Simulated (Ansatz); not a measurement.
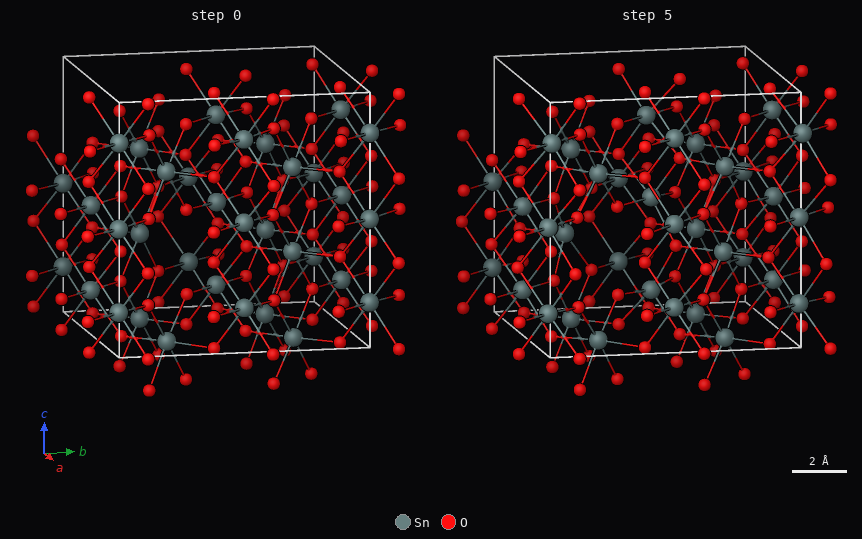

The structure of a defect cell of composition Sn23O47 before (left) and after (right) a relaxation, at one scale.

Style: ball-and-stick. Shown: the cell of the calculation (origin shifted), slightly off an axis.

Computed with Ansatz, DFT, PBEsol, PAW, plane waves. Settings: plane-wave cutoff 420 eV; k-point mesh 1 × 1 × 1; mesh shifted by (0.25, 0.25, 0.25); no spin polarisation; atoms relaxed in a fixed cell; force threshold 0.03 eV/Å; at most 80 steps.

Summarise the run.

Answer. Over 5 geometry steps the energy falls by 2.922 eV per cell of the calculation. The largest force component goes from 3.1 to 0.025 eV/Å. The largest move is that of a Sn atom, 0.26 Å along [1 1 2]. Largest moves by element: Sn 0.26 Å, O 0.18 Å. The cell doesn't change. Among the contacts that change: O–Sn 2.087 → 1.951 Å, O–Sn 2.031 → 2.143 Å, O–Sn 2.058 → 1.960 Å, O–Sn 2.074 → 1.984 Å. Among the angles between lasting bonds that change: Sn–O–Sn 100.1° → 118.8°, O–Sn–O 179.2° → 160.8°, O–Sn–O 179.2° → 164.4°. The run took 5.3 s on 1 × NVIDIA GB200 with 8 threads of Arm Neoverse-V2, peak memory 1.8 GiB.
